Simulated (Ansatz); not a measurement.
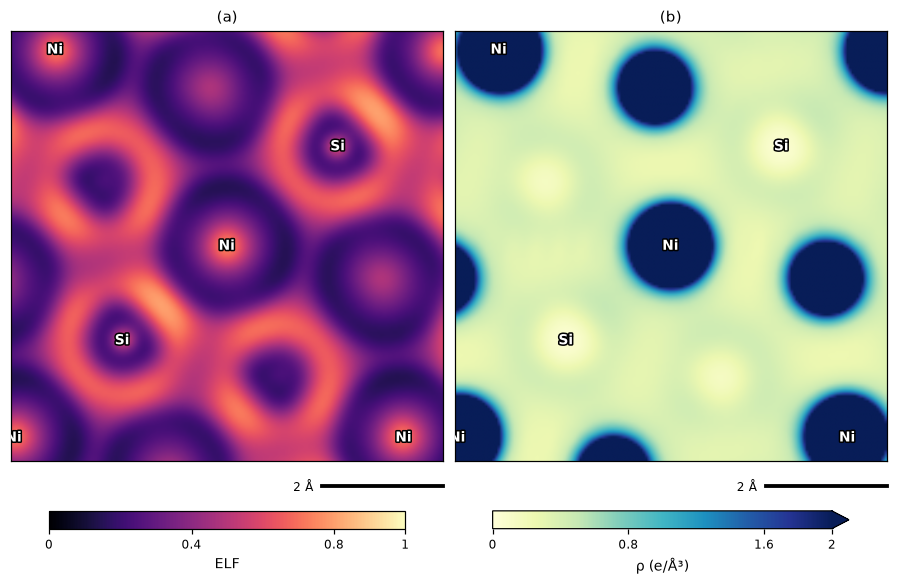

*Si7Ni8. (a) ELF; (b) valence charge density (pseudo) on the (11̄0) plane of the conventional cell.*

Space group P1; a generated structure, not necessarily the stable one; computed without spin polarisation.

All numbers below come from DFT PBE, scalar-relativistic, plane waves, PAW (Ansatz).

Core electrons are frozen (PAW), and the valence fields are smoothed inside the atomic spheres.

The calculation's input:

```
crystal:
  lattice:
    - [-6.091221, 0.029117, 0.015655]
    - [-3.049071, 3.081386, -4.777252]
    - [-3.018019, -3.072157, -4.791012]
  atoms:
    - { symbol: Si, position: [0.6995631577, 0.3577803713, 0.7974624274] }
    - { symbol: Si, position: [0.144913673, 0.3202019004, 0.8337968848] }
    - { symbol: Si, position: [0.6631130215, 0.802341331, 0.3527559664] }
    - { symbol: Si, position: [0.1842076424, 0.8422353577, 0.3130086924] }
    - { symbol: Si, position: [0.5606449718, 0.4073443614, 0.4312631926] }
    - { symbol: Si, position: [0.0657364675, 0.902475819, 0.9357565779] }
    - { symbol: Si, position: [0.588198941, 0.9329729675, 0.9096163327] }
    - { symbol: Ni, position: [0.4292363321, 0.5891856127, 0.0677862993] }
    - { symbol: Ni, position: [0.9074734341, 0.5595530897, 0.1031837978] }
    - { symbol: Ni, position: [0.395530377, 0.0718133853, 0.5900526248] }
    - { symbol: Ni, position: [0.9352518651, 0.1066290688, 0.5620107975] }
    - { symbol: Ni, position: [0.840602571, 0.7022002033, 0.6579989496] }
    - { symbol: Ni, position: [0.3045116784, 0.6550175213, 0.6873343571] }
    - { symbol: Ni, position: [0.8098288817, 0.1506361758, 0.1919875584] }
    - { symbol: Ni, position: [0.3566233161, 0.1852798043, 0.1400819167] }
basis:
  ecutwfc: 420
kpoints:
  mp_grid: { grid: [7, 7, 7] }
hamiltonian:
  xc: pbe
scf:
  occupations: { method: gaussian, width: 0.1 }
  n_extra_bands: 8
output:
  forces: true
  stress: true
  eigenvalues: true
  populations: true
  dos:
    method: { smearing: { sigma: 0.1, scheme: gaussian } }
    projected: true
    de: 0.02
  write_density: true
  write_potential: true
  elf: true
  volumetric_format: npy
```

Run with:

```sh
ansatz run input.yaml --threads 4 --pin off --max-ram 9216MiB --backend cpu --events-out ev --progress --plain --runs-dir out
```

Below, planes, directions and counts refer to the conventional cell (a = 6.09 Å, b = 6.15 Å, c = 6.44 Å, α = 118.44°, β = 117.66°, γ = 90.56°).

Read the bonding off the picture.

Answer. Atoms in the plane: Si and Ni.
Atoms just off the plane (Si, 0.3 Å away and Ni, 0.4 Å away) can leave unmarked features too.
Si–Ni (2.33 Å): ρ at the midpoint is about 0.49 e/Å³; the ELF peaks at about 0.80 in the valence shell of Si, 0.9 Å from its nucleus, and is about 0.55 at the midpoint.
Si–Ni (2.33 Å): ρ at the midpoint is about 0.49 e/Å³; the ELF peaks at about 0.80 in the valence shell of Si, 0.9 Å from its nucleus, and is about 0.55 at the midpoint.
Si–Ni (2.41 Å): the density is about 0.4 e/Å³ at the midpoint; the ELF peaks at about 0.65 in the valence shell of Si, 0.9 Å from its nucleus, and is about 0.45 at the midpoint.
Si–Ni (2.46 Å): ρ at the midpoint is about 0.36 e/Å³; the ELF peaks at about 0.65 in the valence shell of Si, 0.9 Å from its nucleus, and is about 0.40 at the midpoint.
Between the atoms the lowest density in this plane is 0.24 e/Å³.
The features right at Ni lie inside the PAW spheres, where the map follows smoothed inner orbitals and isn't to be read closely.

Does the calculation give a band gap?

Answer. It is gapless in this calculation (a metal or semimetal).
